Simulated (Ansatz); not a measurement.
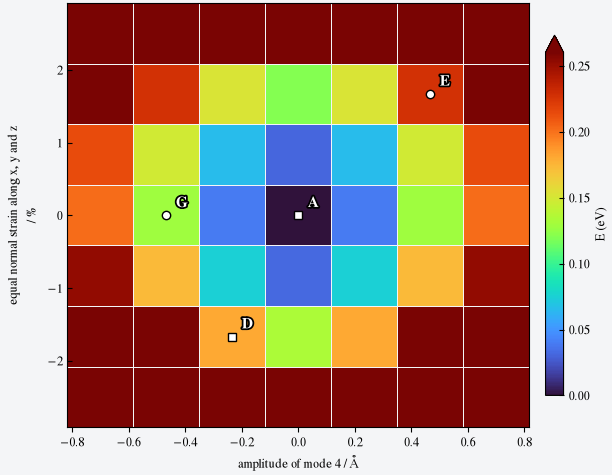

MoS2 (P6_3/mmc, No. 194; 6 atoms in the cell). The energy is mapped over a normal mode and a strain (zone-centre modes of the 6-atom cell of this scan) (x along [1 0 0], y along [1 2 0], z along [0 0 1] of the conventional cell). The first coordinate is: amplitude of mode 4 (36 cm⁻¹), largest displacement in the unstrained cell; the second: equal normal strain along x, y and z. Nothing is relaxed (the pattern is fixed in fractional coordinates). Grid: 7 × 7 points; 28 points were computed and 21 follow by symmetry. Points are written as (first, second). Energies are in eV per cell, from the lowest grid point. Theory: Ansatz, DFT PBE+D3(BJ), scalar-relativistic, plane waves, PAW. Settings: cutoff 420 eV, k-mesh 12×12×4 in the order of the run's cell vectors, gaussian smearing 0.05 eV, no spin polarisation.

Drawn: one coloured cell a grid point, one colour for all values above the top of the scale, lettered points.

What kind of point is each of A, D, E, G: minimum, saddle, maximum or slope?

A: minimum; D: on a slope; E: on a slope; G: on a slope. (In these two coordinates alone; a stationary point may lie a little off the grid point.)

Rank the lettered points by energy, lowest first.

A (0.000 eV), G (0.129 eV), D (0.180 eV), E (0.227 eV).

PAW datasets: the set soft_1.
